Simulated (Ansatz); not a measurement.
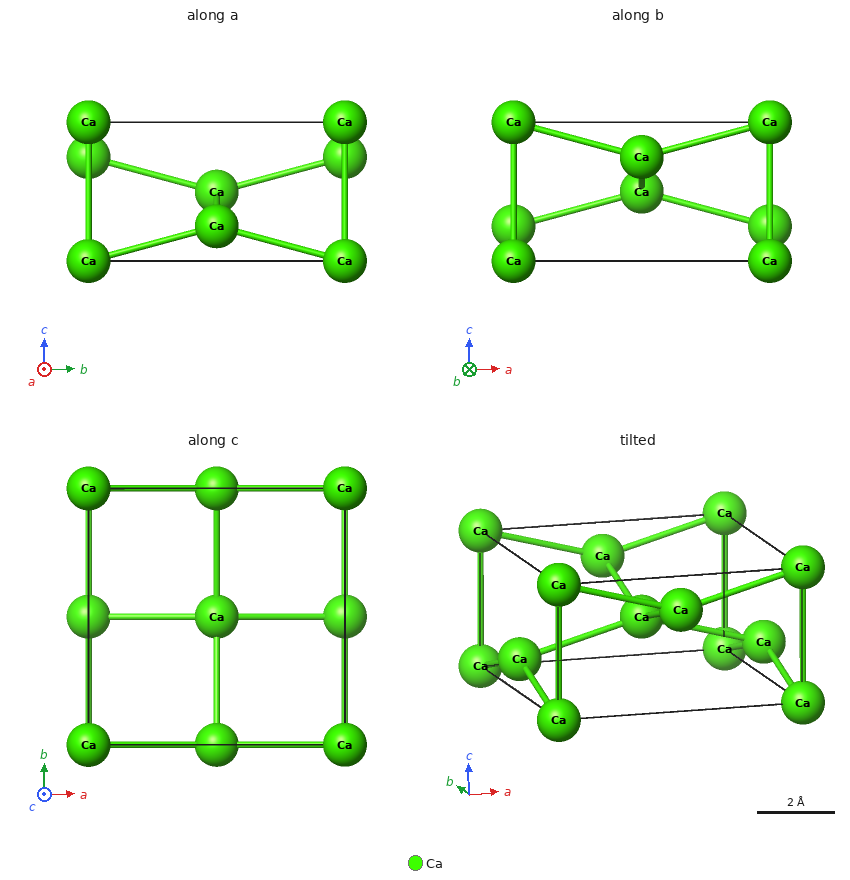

This ball-and-stick model is shown along the a axis, along the b axis, along the c axis and slightly off an axis. The drawn cell (a repeat of the simulation cell) is drawn as a box.

Lattice parameters: a = 6.725 Å, b = 6.725 Å, c = 3.638 Å, α = 89.99°, β = 89.99°, γ = 89.97°. Put a along x and b in the xy plane.

> From the views, write a POSCAR file.

```
Ca
1.0
     6.725    0.000    0.000
     0.004    6.725    0.000
     0.001    0.001    3.638
Ca
4
Direct
  0.0000 0.9999 0.0000
  0.4999 0.0000 0.7500
  0.5000 0.4999 0.5000
  0.9999 0.5000 0.2500
```

The model was built from a structure type filled with this element by a generator (whether the element takes this form wasn't checked). Earlier steps of the study may have refined or changed the cell and positions. A calculation with Ansatz used it as input.
